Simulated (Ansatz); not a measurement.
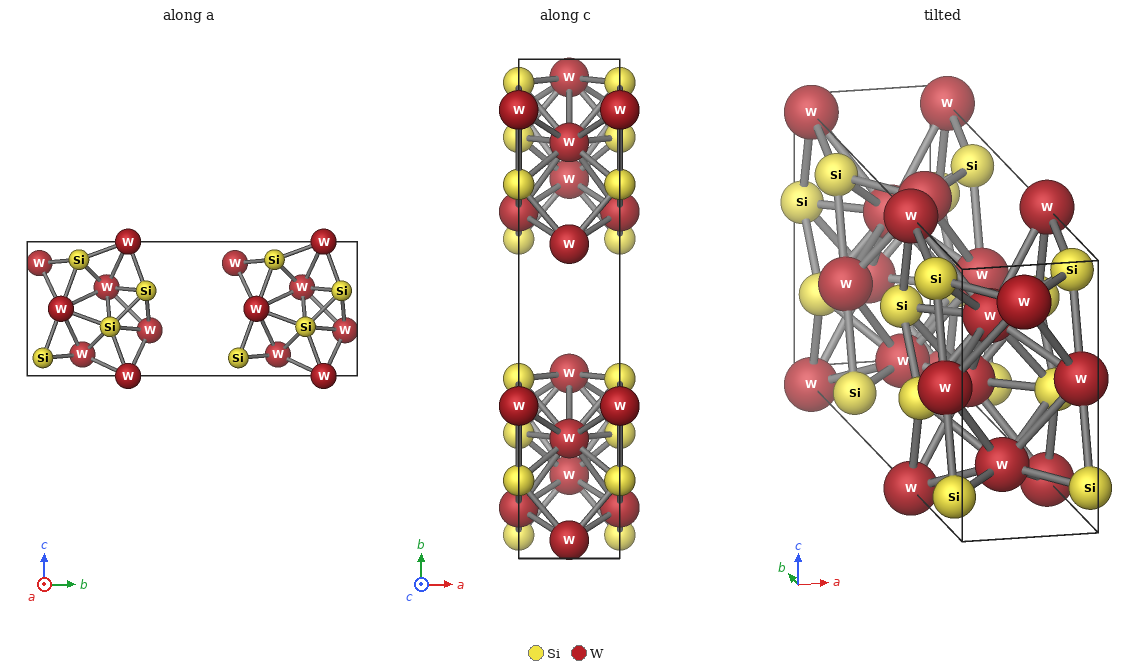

The crystal in a ball-and-stick representation, seen along the a axis, along the c axis and slightly off an axis. The wireframe shows the conventional unit cell.

- It has the composition Si2W3.
- Its lattice is primitive orthorhombic, its space group Pmc2_1 (No. 26).
- Counting shared atoms by their share gives 8 Si, 12 W, or 20 atoms.
- With all contacts inside bonding distance counted, the coordination numbers are Si 6 to 9 (mean 8.2) and W 7 to 12 (mean 10.2). Not all metal-metal contacts are counted.

The initial geometry was a structure listed in the Materials Project. The cell was then strained or its atoms displaced on purpose. It was run through Ansatz as a DFT input.

At this level of theory the run's own cell isn't at rest (stretched, at -5 GPa and forces up to 2.5 eV/Å), so its distances can differ from those at equilibrium, the more so the softer the solid.
